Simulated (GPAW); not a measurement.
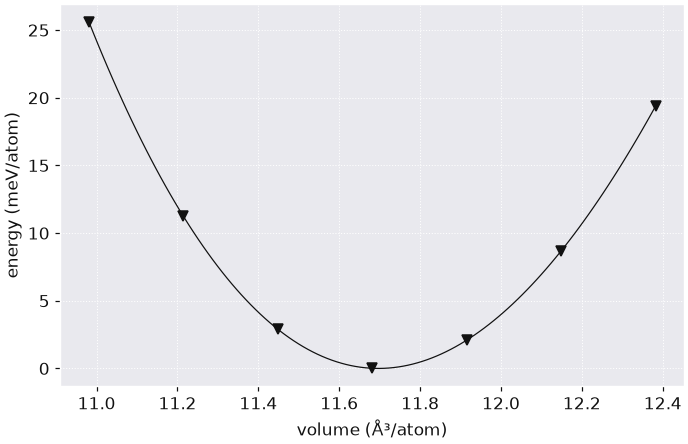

The plot gives the computed energy against volume for BP, space group F-43m (No. 216).

Structure:
```xyz
2
Lattice="0.0000 2.2690 2.2690 2.2690 0.0000 2.2690 2.2690 2.2690 0.0000" Properties=species:S:1:pos:R:3 pbc="T T T"
P     3.4035    3.4035    3.4035
B     0.0000    0.0000    0.0000
```

Method: PAW DFT in plane waves, on a grid or in atomic orbitals, no spin polarisation; energies at scaled volumes of the given cell, shape and fractions fixed, counted from the fit's minimum, third-order Birch-Murnaghan fit (GPAW 26.7.0). Level: r2SCAN.

- k mesh: 10×10×10
- occupations: Fermi–Dirac
- smearing width: 0.05 eV
- potentials: GPAW PAW data sets (gpaw data 1.2.1)
- wave cutoff: 800 eV
- program settings: basis pw

This calculation gives: equilibrium volume 11.70 Å³/atom and bulk modulus 169 GPa.

Now B is replaced by In on all its sites, which gives InP in the same structure. The second calculation uses wave cutoff 600 eV and k mesh 8×8×8. How do these quantities change?

The equilibrium volume rises from 11.70 to 25.72 Å³/atom (+120 %) and the bulk modulus falls from 169 to 68 GPa (−60 %).

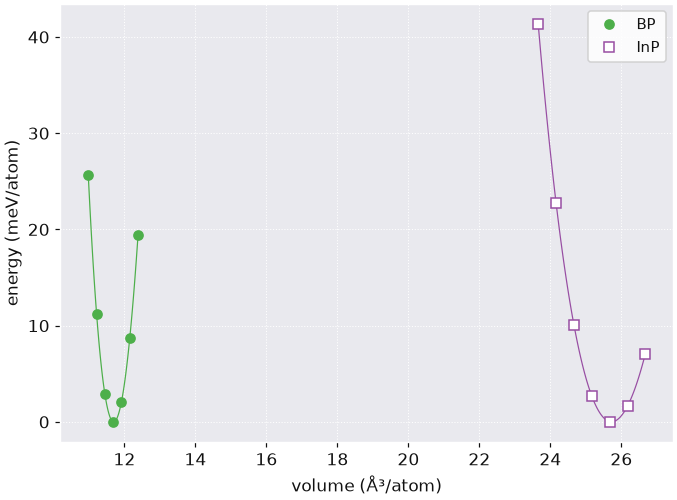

The two results together.

V0 and the bulk modulus come from third-order Birch–Murnaghan fits.
